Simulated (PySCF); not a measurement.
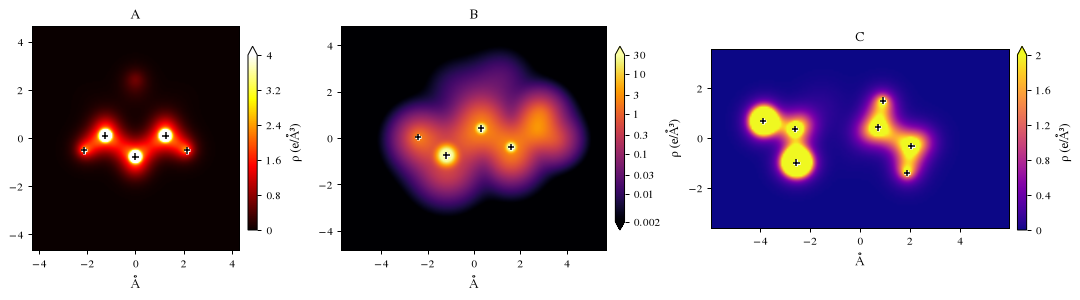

The total electron density of 3 systems, each on a plane through atoms (crosses mark nuclei in the plane).

The calculation used PySCF 2.14.0, PBE0/def2-SVPD, SCF density, gas phase.

System 1: C₄H₇F₃S (SMILES CCCSC(F)(F)F), the plane of atoms C2, C1 and H9. Geometry: GFN2-xTB.

```yaml
atoms:
  - { symbol: C, position_ang: [-2.1778, 0.1244, 0.5062] }
  - { symbol: C, position_ang: [-0.8274, 0.4736, -0.1088] }
  - { symbol: C, position_ang: [-0.0803, -0.7920, -0.4957] }
  - { symbol: S, position_ang: [1.4571, -0.4723, -1.4327] }
  - { symbol: C, position_ang: [2.5039, 0.1718, -0.0887] }
  - { symbol: F, position_ang: [2.1940, 1.4276, 0.2544] }
  - { symbol: F, position_ang: [2.3999, -0.5599, 1.0244] }
  - { symbol: F, position_ang: [3.7789, 0.1674, -0.4590] }
  - { symbol: H, position_ang: [-2.0467, -0.4879, 1.3954] }
  - { symbol: H, position_ang: [-2.7927, -0.4246, -0.2033] }
  - { symbol: H, position_ang: [-2.7044, 1.0317, 0.7888] }
  - { symbol: H, position_ang: [-0.9739, 1.0904, -0.9974] }
  - { symbol: H, position_ang: [-0.2422, 1.0510, 0.6086] }
  - { symbol: H, position_ang: [-0.6708, -1.3943, -1.1862] }
  - { symbol: H, position_ang: [0.1778, -1.3988, 0.3719] }
```

System 2: C₅H₁₁N (piperidine), the plane of atoms C2, C1 and C6. Geometry: GFN2-xTB.

```xyz
17

C     1.0578   -0.7171    0.4185
C    -0.0816   -1.3468   -0.3811
C    -1.3805   -0.5732   -0.1240
N    -1.2669    0.8424   -0.4240
C    -0.1827    1.4540    0.3226
C     1.1692    0.7699    0.0856
H     0.8544   -0.8322    1.4862
H     1.9996   -1.2250    0.1981
H    -0.2096   -2.3940   -0.1016
H     0.1567   -1.3088   -1.4480
H    -1.6539   -0.6611    0.9323
H    -2.1968   -0.9851   -0.7228
H    -1.0925    0.9588   -1.4192
H    -0.1315    2.5103    0.0468
H    -0.4425    1.3901    1.3841
H     1.4553    0.8888   -0.9634
H     1.9383    1.2410    0.6999
```

System 3: C₂H₁₁NSi₂, the plane of atoms C3, Si4 and H11. Geometry: GFN2-xTB.

```xyz
16

N    -1.7605   -1.2140   -0.7790
C    -0.4157   -1.1676   -0.2276
C     0.2185    0.2066   -0.4432
Si    2.0939    0.1245   -0.1203
Si   -0.6401    1.5718    0.5736
H    -2.3637   -0.5647   -0.2856
H    -2.1537   -2.1432   -0.6739
H     0.1632   -1.9337   -0.7561
H    -0.3811   -1.4186    0.8481
H     0.0791    0.4530   -1.5010
H     2.6931    1.4334   -0.3812
H     2.3492   -0.2634    1.2699
H     2.7026   -0.8736   -1.0053
H    -0.6853    1.1653    1.9827
H    -2.0157    1.8109    0.1198
H     0.1086    2.8221    0.4449
```

> Which map belongs to which system?

Panel A is system 2, C₅H₁₁N: the plane holds C and H. C–C (1.53 Å): ρ at the midpoint is about 1.6 e/Å³. Panel B is system 3, C₂H₁₁NSi₂: the plane holds C, Si and H. C–C (1.53 Å): ρ at the midpoint is about 1.6 e/Å³. Panel C is system 1, C₄H₇F₃S: the plane holds C, F and H. C–F (1.33 Å): the density is about 2.4 e/Å³ at the midpoint.
